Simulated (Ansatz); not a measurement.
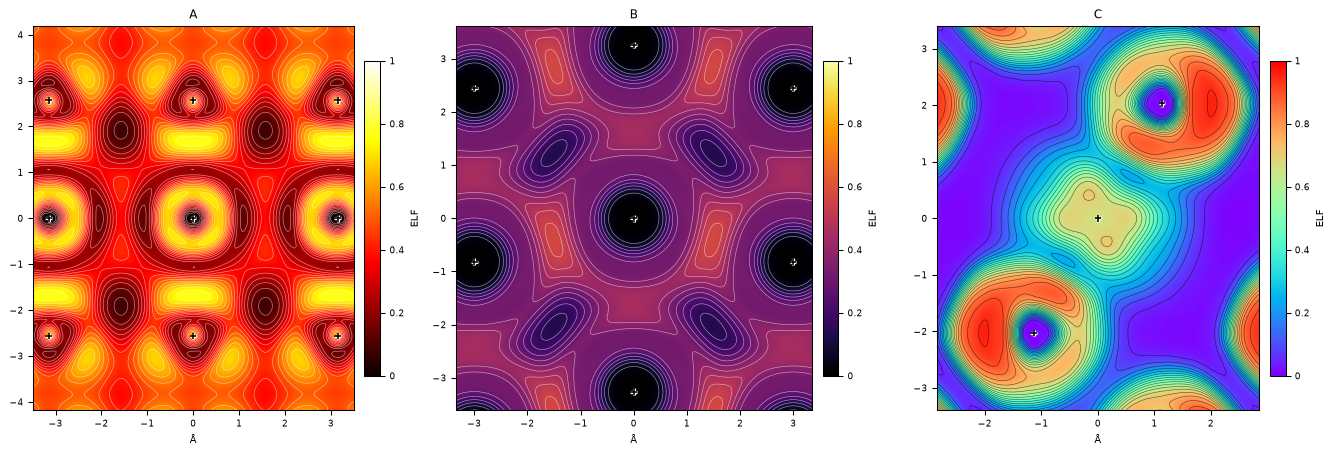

The electron localisation function of 3 systems, each on a plane through atoms (crosses mark nuclei in the plane).

These are results of Kohn-Sham DFT of a periodic cell, r2SCAN, Ansatz PAW in Ansatz 0.2.0, not measurements.

System 1: Sn, the (010) plane of the conventional cell. Space group I4₁/amd; a structure from a database of computed crystals, not necessarily the ambient phase; computed pressure about −3 GPa in this cell.

```
CELL_PARAMETERS angstrom
5.99561 0.00000 0.00000
0.00000 5.99561 0.00000
0.00000 0.00000 3.26134
ATOMIC_POSITIONS crystal
Sn 0.00000 0.00000 0.00000
Sn 0.50000 0.50000 0.50000
Sn 0.00000 0.50000 0.25000
Sn 0.50000 0.00000 0.75000
```

System 2: Si2W, the (100) plane of the conventional cell. Space group I4/mmm; computed pressure about 15 GPa in this cell.

```yaml
crystal:
  lattice:
    - [3.14819, 0.00000, 0.00000]
    - [0.00000, 3.14819, 0.00000]
    - [0.00000, 0.00000, 7.67006]
  atoms:
    - { symbol: W, position: [0.00000, 0.00000, 0.00000] }
    - { symbol: W, position: [0.50000, 0.50000, 0.50000] }
    - { symbol: Si, position: [0.00000, 0.00000, 0.66530] }
    - { symbol: Si, position: [0.50000, 0.50000, 0.16530] }
    - { symbol: Si, position: [0.00000, 0.00000, 0.33470] }
    - { symbol: Si, position: [0.50000, 0.50000, 0.83470] }
```

System 3: PtS2, the (110) plane of the conventional cell. Space group P-3m1; not relaxed (largest force 1.5 eV/Å); computed pressure about 13 GPa in this cell.

```xyz
3
Lattice="3.5194 0.0000 0.0000 -1.7597 3.0479 0.0000 0.0000 0.0000 5.0050" Properties=species:S:1:pos:R:3 pbc="T T T"
Pt    0.0000    0.0000    0.0000
S     1.7597    1.0160    3.8689
S     0.0000    2.0319    1.1361
```

**Match each panel to its system.**

Panel A is system 2, Si2W: the plane holds W and Si. Si–W (2.57 Å): the ELF peaks at about 0.80 in the valence shell of Si, 0.9 Å from its nucleus, and is about 0.40 at the midpoint. Panel B is system 1, Sn: the plane holds Sn. Sn–Sn (3.11 Å): the ELF reaches about 0.55 near the midpoint. Panel C is system 3, PtS2: the plane holds Pt and S. Pt–S (2.33 Å): the ELF peaks at about 0.90 in the valence shell of S, 0.8 Å from its nucleus, and is about 0.50 at the midpoint.
